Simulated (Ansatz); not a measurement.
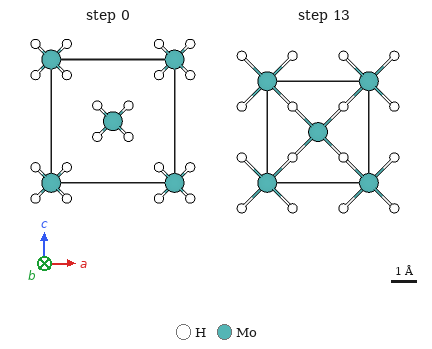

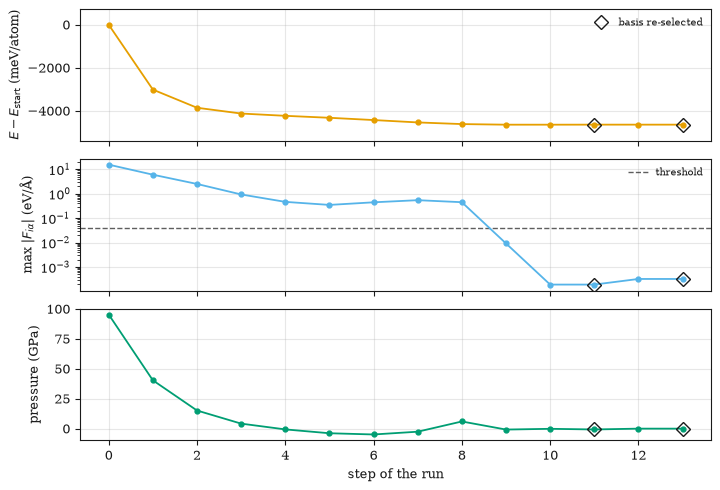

First and last geometry of a relaxation of solid MoH4 (a generated structure, set up in I-43m) (coarse preliminary run), with the history of the run. The picture is a ball-and-stick view of the conventional cell (2 times the calculation's cell), seen along the b axis. Lengths and directions refer to the drawn axes.

Level of theory: Ansatz 0.2.0, DFT PBE, scalar-relativistic, plane waves, PAW. Set-up: plane-wave cutoff 420 eV; k-point mesh 6 × 6 × 6; occupations gaussian; smearing width 0.1 eV; no spin polarisation; cell and atoms relaxed; force threshold 0.04 eV/Å; at most 70 steps.

### What do the curves and the structures tell?

It converged. Over 11 accepted moves (13 points after the start) the energy falls by 4641 meV per atom. Largest force component: 16 eV/Å at the start, 0.00033 eV/Å at the end. Pressure: 95.32 GPa at the start and 0.01 GPa at the end. The SCF was repeated twice at an unchanged geometry on a basis and grid sized afresh for the cell, which shifted the energy by 2.0 meV per atom at most. The largest moves relative to the cell, 0.89 Å, are those of H atoms. Mo stays in place. Cell: a = b = c 5.074 → 4.183 Å (−17.6 %). Volume −44.0 %. Among the contacts that change: H–Mo 3.280 → 1.811 Å, H–Mo 1.115 → 1.811 Å. New bonds form: H–Mo (3.28 → 1.81 Å). The space group (tolerance 0.01 Å) goes from I-43m (No. 217) to Im-3m (No. 229). The run took 17 s on 1 thread of Arm Neoverse V2, with other jobs on the host, peak memory 0.3 GiB.

```json
{"step": "0", "E − E(0), meV/atom": "0.00", "largest force component, eV/Å": "15.5125", "pressure, GPa": "95.32", "volume, Å³/atom": "13.066", "note": ""}
{"step": "1", "E − E(0), meV/atom": "-3012.86", "largest force component, eV/Å": "6.0190", "pressure, GPa": "40.38", "volume, Å³/atom": "13.685", "note": ""}
{"step": "2", "E − E(0), meV/atom": "-3856.11", "largest force component, eV/Å": "2.5137", "pressure, GPa": "15.16", "volume, Å³/atom": "15.747", "note": ""}
{"step": "3", "E − E(0), meV/atom": "-4124.88", "largest force component, eV/Å": "0.9354", "pressure, GPa": "4.20", "volume, Å³/atom": "15.778", "note": ""}
{"step": "4", "E − E(0), meV/atom": "-4230.72", "largest force component, eV/Å": "0.4652", "pressure, GPa": "-0.63", "volume, Å³/atom": "13.703", "note": ""}
{"step": "5", "E − E(0), meV/atom": "-4322.45", "largest force component, eV/Å": "0.3490", "pressure, GPa": "-3.83", "volume, Å³/atom": "11.822", "note": ""}
{"step": "6", "E − E(0), meV/atom": "-4427.49", "largest force component, eV/Å": "0.4460", "pressure, GPa": "-4.86", "volume, Å³/atom": "10.087", "note": ""}
{"step": "7", "E − E(0), meV/atom": "-4537.99", "largest force component, eV/Å": "0.5450", "pressure, GPa": "-2.54", "volume, Å³/atom": "8.538", "note": ""}
{"step": "8", "E − E(0), meV/atom": "-4614.75", "largest force component, eV/Å": "0.4506", "pressure, GPa": "6.00", "volume, Å³/atom": "7.176", "note": ""}
{"step": "9", "E − E(0), meV/atom": "-4643.00", "largest force component, eV/Å": "0.0093", "pressure, GPa": "-0.75", "volume, Å³/atom": "7.405", "note": ""}
{"step": "10", "E − E(0), meV/atom": "-4643.29", "largest force component, eV/Å": "0.0002", "pressure, GPa": "-0.13", "volume, Å³/atom": "7.362", "note": ""}
{"step": "11", "E − E(0), meV/atom": "-4641.28", "largest force component, eV/Å": "0.0002", "pressure, GPa": "-0.67", "volume, Å³/atom": "7.362", "note": "same geometry, new basis"}
{"step": "12", "E − E(0), meV/atom": "-4641.45", "largest force component, eV/Å": "0.0003", "pressure, GPa": "0.01", "volume, Å³/atom": "7.317", "note": ""}
{"step": "13", "E − E(0), meV/atom": "-4641.40", "largest force component, eV/Å": "0.0003", "pressure, GPa": "0.01", "volume, Å³/atom": "7.317", "note": "same geometry, new basis"}
```
